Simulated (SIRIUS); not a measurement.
**HfC: 7 runs along one coordinate**

System: HfC (Fm-3m, 2 atoms in the cell).
Method: Kohn-Sham DFT of a periodic cell, PBE, dojo-sr-pbe-0.4.1-standard, no spin polarisation (SIRIUS 7.12.0).

The 7 runs differ only in the geometry, by an even scaling of the cell at fixed fractional positions. The structure derives from an entry of the Crystallography Open Database.

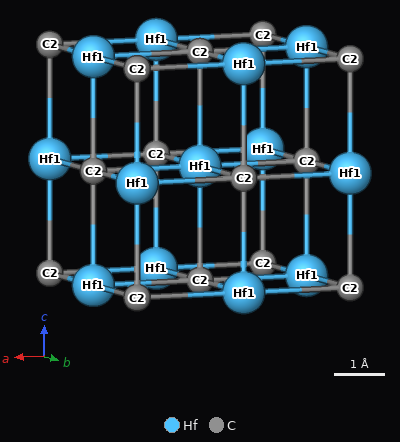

Figure 1. The structure of run 4 (ball-and-stick view of the cell 4 times as large as that of the calculation, set on its symmetry axes, seen at an oblique angle; atoms are numbered from 1 in the order of the input).

### Input of run 4
```
{
  "control": {
    "processing_unit": "cpu",
    "verbosity": 2,
    "num_bands_to_print": 15,
    "print_forces": true,
    "print_stress": true
  },
  "parameters": {
    "electronic_structure_method": "pseudopotential",
    "xc_functionals": ["XC_GGA_X_PBE", "XC_GGA_C_PBE"],
    "gk_cutoff": 9.1,
    "pw_cutoff": 18.2,
    "ngridk": [10, 10, 10],
    "shiftk": [0, 0, 0],
    "smearing": "fermi_dirac",
    "smearing_width": 0.0018374661,
    "num_bands": 15,
    "num_mag_dims": 0,
    "num_dft_iter": 100,
    "energy_tol": 1e-08,
    "density_tol": 1e-06
  },
  "iterative_solver": {
    "type": "davidson",
    "min_tolerance": 1e-10
  },
  "mixer": {
    "type": "anderson",
    "beta": 0.7,
    "max_history": 8
  },
  "settings": {
    "tol_ne": 1e-10
  },
  "unit_cell": {
    "lattice_vectors": [
      [0.0, 4.393613239755, 4.393613239755],
      [4.393613239755, 0.0, 4.393613239755],
      [4.393613239755, 4.393613239755, 0.0]
    ],
    "atom_coordinate_units": "lattice",
    "atom_types": ["Hf", "C"],
    "atom_files": {
      "C": "C.json",
      "Hf": "Hf.json"
    },
    "atoms": {
      "Hf": [
        [0.5, 0.5, 0.5]
      ],
      "C": [
        [0.0, 0.0, 0.0]
      ]
    }
  }
}
```

Command:
```bash
upf_to_json C.upf
upf_to_json Hf.upf
OMP_NUM_THREADS=1 sirius.scf --input=sirius.json --output=out.json --task=0
```

Lattice vectors (Å) and fractional positions of run 4:
```
   0.000000    2.325000    2.325000
   2.325000    0.000000    2.325000
   2.325000    2.325000    0.000000
Hf  0.500000  0.500000  0.500000
C   0.000000  0.000000  0.000000
```

Run 6 differs from it as follows:
```diff
-      [0.0, 4.393613239755, 4.393613239755],
-      [4.393613239755, 0.0, 4.393613239755],
-      [4.393613239755, 4.393613239755, 0.0]
+      [0.0, 4.451430570641, 4.451430570641],
+      [4.451430570641, 0.0, 4.451430570641],
+      [4.451430570641, 4.451430570641, 0.0]
```

### Results, with one run withheld

| run | volume per atom (Å³) | free energy per atom, from the lowest run given (meV) | pressure (GPa) |
| --- | --- | --- | --- |
| 1 | 11.814 | 39.48 | 17.11 |
| 2 | 12.065 | 17.45 | 10.97 |
| 3 | 12.317 | 4.58 | 5.42 |
| 4 | 12.568 | 0.00 | 0.40 |
| 5 | 12.819 | 2.91 | −4.14 |
| 6 | 13.071 | ? | ? |
| 7 | 13.322 | 28.43 | −11.97 |

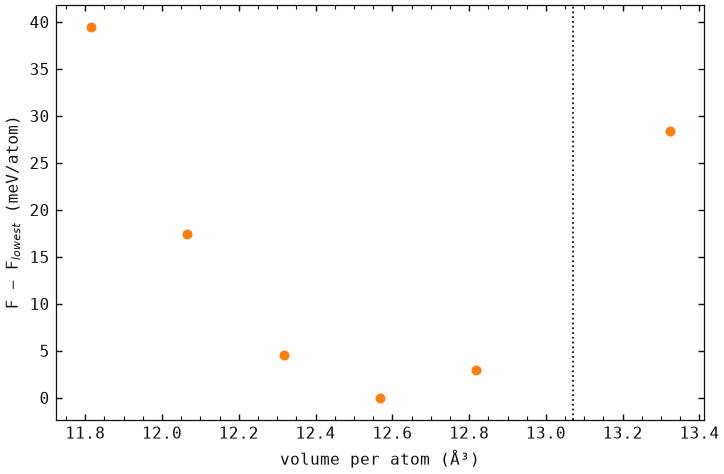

Figure 2. Free energy per atom of the runs given; the dotted line marks run 6.

What should run 6 give?

A cubic polynomial in V^(−2/3) (the Birch–Murnaghan form), fitted to the 6 runs given, misses them by at most 0.01 meV per atom. With x = V^(−2/3) − 0.18598 Å⁻², it reads F = 0.88185 + 1495.4 x + 6.1354e+05 x² + 84933 x³ (meV per atom). At run 6 it gives 12.63 meV per atom, and the run itself gives 12.60. The slope of the fit gives a pressure −dF/dV of −8.20 GPa there, and the run prints −8.25 GPa. The fit has its minimum at 12.592 Å³ per atom, where V d²F/dV² gives 237 GPa: the bulk modulus at this level, since symmetry fixes the shape and the positions.

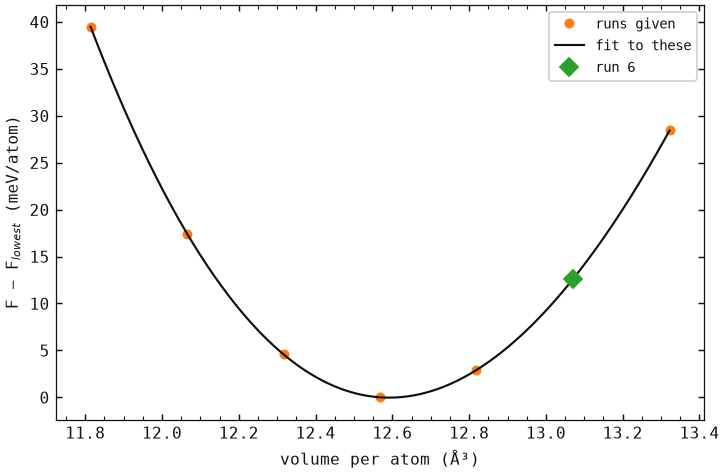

Figure 3. The fit and the withheld run.

### Some lines of the output (run 6)
```
[...]
[find] Free energy (E-TS)             :     -62.50482321 (Ha),    -125.00964642 (Ry)
[find] Efermi                         :       0.54434935
[find] Total energy                   :     -62.50471030 (Ha),    -125.00942059 (Ry)
[find] Efermi                         :       0.54435890
[find] Efermi                         :       0.54435772
[find] Efermi                         :       0.54435793
[find] Efermi                         :       0.54435753
[find] Efermi                         :       0.54435583
[find] Efermi                         :       0.54435590
[find] Efermi                         :       0.54435587
[find] Efermi                         :       0.54435606
[find] Efermi                         :       0.54435637
[find] Efermi                         :       0.54435628
[find] Efermi                         :       0.54435623
```

Notes: Spin–orbit coupling is left out, which matters for Hf.
